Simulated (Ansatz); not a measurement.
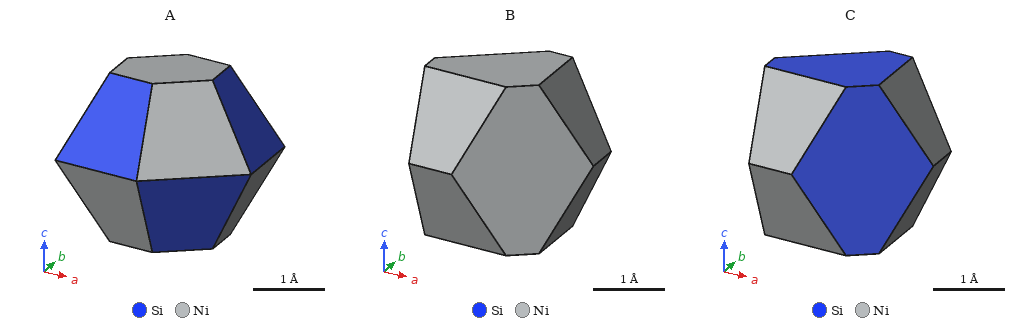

Computed Voronoi cells of the 3 sites of this structure, drawn to one scale and in one orientation; each face has the colour of the neighbour behind it.

SiNi2, space group P6_3/mmc (No. 194), a = 3.836 Å, b = 3.836 Å, c = 4.948 Å, α = 90.00°, β = 90.00°, γ = 120.00°

```
site  Wyckoff       x       y       z
  Si       2d  0.3333  0.6667  0.7500
 Ni1       2a  0.0000  0.0000  0.0000
 Ni2       2c  0.3333  0.6667  0.2500
```

Source: a calculation's input that goes back to an entry of the Crystallography Open Database (an earlier step may have relaxed or displaced it).

### Which cell belongs to which site?

A is Ni1 (14 faces above 1 % of the solid angle, 10.9 Å³, facing Ni 58 %, Si 42 %); B is Si (11 faces above 1 % of the solid angle, 10.3 Å³, facing only Ni); C is Ni2 (11 faces above 1 % of the solid angle, 10.3 Å³, facing Si 58 %, Ni 42 %).
